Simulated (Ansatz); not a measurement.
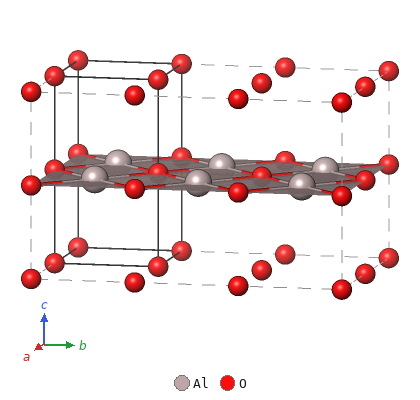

AlO2, space group P4/mmm (No. 123), a = 2.629 Å, b = 2.629 Å, c = 4.685 Å, α = 90.00°, β = 90.00°, γ = 90.00°. Source: the end point of a relaxation with DFT PBE, scalar-relativistic, plane waves, PAW (Ansatz); the starting structure was generated, so it need not be a known form of this composition. Forms under 0.4 % of the area are left out.

**Which faces does the BFDH rule predict for this crystal?**

The forms computed, by share of the surface:

```json
{"form": "{100}", "faces": "4", "d (Å)": "2.629", "share of area (%)": "52.9"}
{"form": "{001}", "faces": "2", "d (Å)": "4.685", "share of area (%)": "47.1"}
```

Widths along a, b and c stand as 1.00 : 1.00 : 0.56.

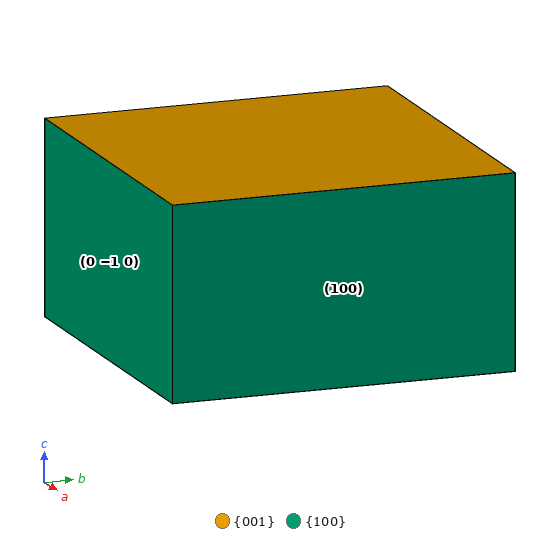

The computed shape, faces indexed. The rule is geometric and ignores bonding and growth conditions.
